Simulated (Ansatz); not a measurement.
**ZnSnP$_{2}$: density, localisation and related maps**

Input file:

```
crystal:
  lattice:
    - [-2.67005, 2.67005, 5.9228]
    - [2.67005, -2.67005, 5.9228]
    - [2.67005, 2.67005, -5.9228]
  atoms:
    - { symbol: Zn, position: [0.75, 0.25, 0.5] }
    - { symbol: Zn, position: [0.0, 0.0, 0.0] }
    - { symbol: Sn, position: [0.25, 0.75, 0.5] }
    - { symbol: Sn, position: [0.5, 0.5, 0.0] }
    - { symbol: P, position: [0.375, 0.3504879709, 0.4754879709] }
    - { symbol: P, position: [0.6495120291, 0.125, 0.0245120291] }
    - { symbol: P, position: [0.1004879709, 0.625, 0.9754879709] }
    - { symbol: P, position: [0.875, 0.8995120291, 0.5245120291] }
basis:
  ecutwfc: 520.0
kpoints:
  mp_grid: { grid: [8, 8, 8] }
hamiltonian:
  xc: pbesol
scf:
  occupations: { method: gaussian, width: 0.05 }
output:
  forces: true
  stress: true
  eigenvalues: true
  write_density: true
  write_potential: true
  elf: true
  volumetric_format: npy
```

Run with:

```sh
ansatz run input.yaml --threads 2 --pin off --max-ram 4096MiB --backend cpu --events-out ev --progress --plain --runs-dir out
```

Below, planes, directions and counts refer to the conventional cell (a = 5.34 Å, b = 5.34 Å, c = 11.85 Å, α = 90.00°, β = 90.00°, γ = 90.00°).

Space group I-42d; a structure from a database of computed crystals, not necessarily the ambient phase; computed pressure about 4 GPa in this cell.

These are results of DFT PBEsol, scalar-relativistic, plane waves, PAW in Ansatz 0.2.0, not measurements.

The density is the valence pseudo-density of a PAW calculation; it isn't the true density close to the nuclei.

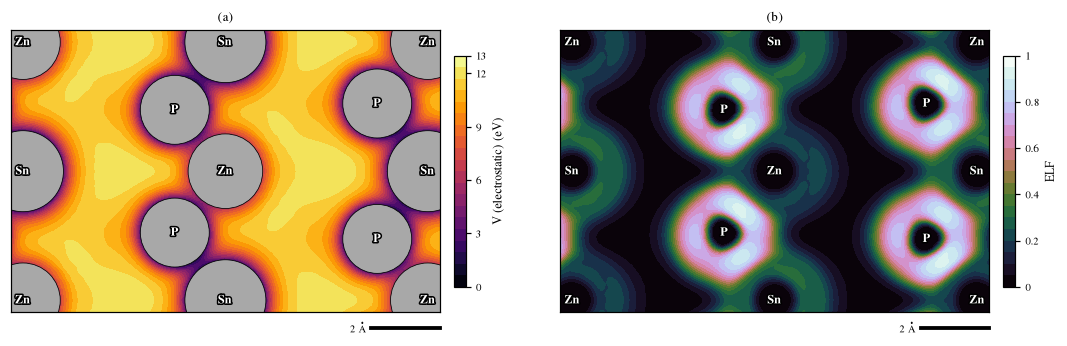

Figure 1. (a) electrostatic potential energy of an electron; (b) electron localisation function on the (110) plane of the conventional cell. Grey discs cover the atomic cores in the potential map.

Q: Read the bonding off the picture.

A: The section cuts through Zn, Sn and P sites. Zn–P (2.33 Å): the ELF peaks at about 0.90 in the valence shell of P, 0.7 Å from its nucleus, and is about 0.60 at the midpoint. Sn–P (2.47 Å): the ELF peaks at about 0.85 in the valence shell of P, 0.9 Å from its nucleus, and is about 0.65 at the midpoint. Outside the cores the potential energy rises away from the atoms and is highest about 2.4 Å from the nearest atoms; its zero is arbitrary.

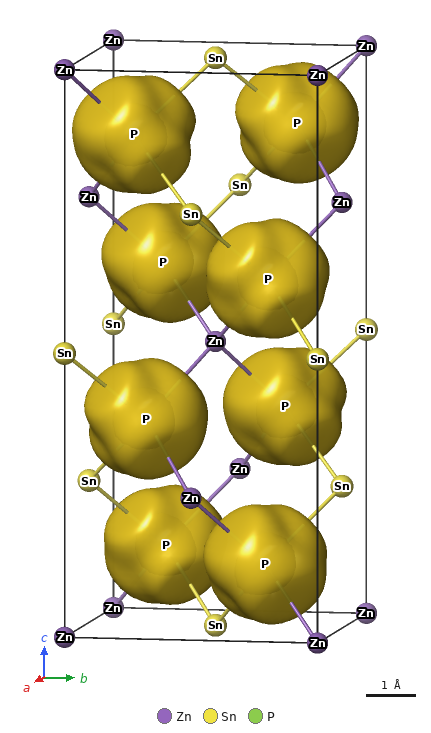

Figure 2. Isosurface of the electron localisation function at 0.65 (yellow), seen slightly off an axis. Core shells and regions of very low density are left out. Sticks mark near contacts.

Q: Identify the bonds, lone pairs and shells in this picture.

A: The ELF exceeds this value in eight regions on P in which the atom's valence shell and bonds are merged, counted in one cell of 16 atoms. Regions shared between cells count once.

Q: Metal or insulator at this level of theory?

A: It is gapped, with a Kohn–Sham gap of 0.73 eV on the k-point mesh, an upper bound to the gap of this method.
